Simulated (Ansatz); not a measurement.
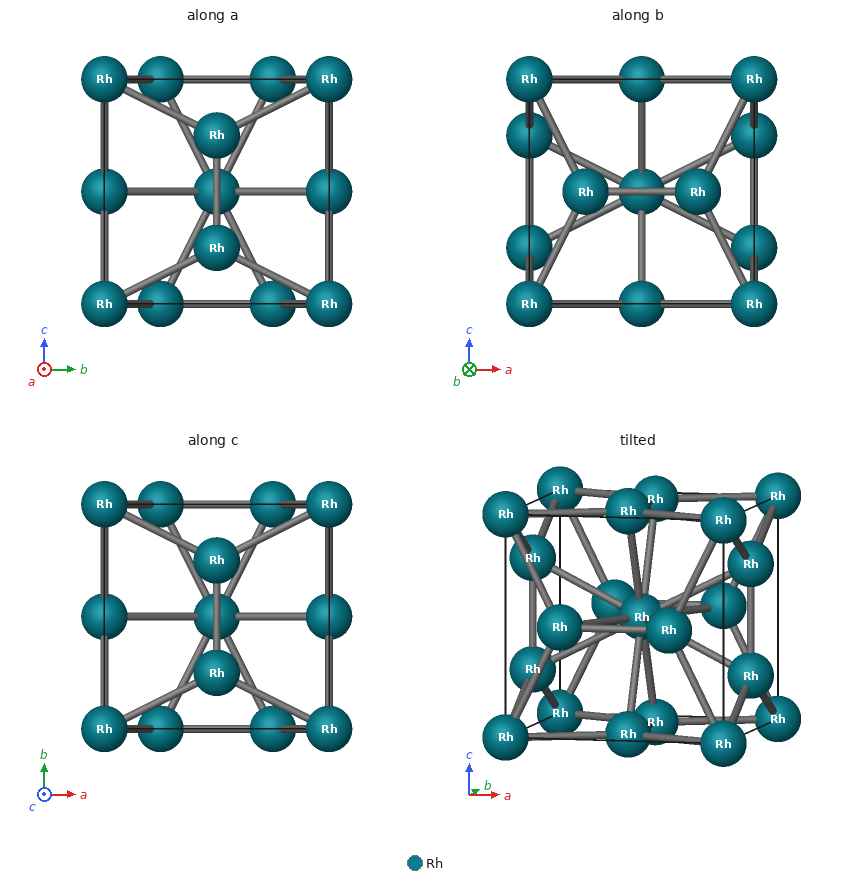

We look at a ball-and-stick model of the crystal along the a axis, along the b axis, along the c axis and slightly off an axis. The frame is the conventional unit cell; atoms at its boundary are shown with their periodic copies.

Lattice parameters: a = 4.842 Å, b = 4.842 Å, c = 4.842 Å, α = 90.00°, β = 90.00°, γ = 90.00°.

> Set out the cell and atoms as a table of Wyckoff sites.

Space group Pm-3n (No. 223).
| atom | site | x | y | z |
| --- | --- | --- | --- | --- |
| Rh | 2a | 0.5000 | 0.5000 | 0.5000 |
| Rh | 6c | 0.2500 | 0.0000 | 0.5000 |

Its origin is a textbook structure type filled with this element (whether it is the usual form wasn't checked). Relaxation method: DFT r2SCAN, scalar-relativistic, plane waves, PAW (Ansatz).
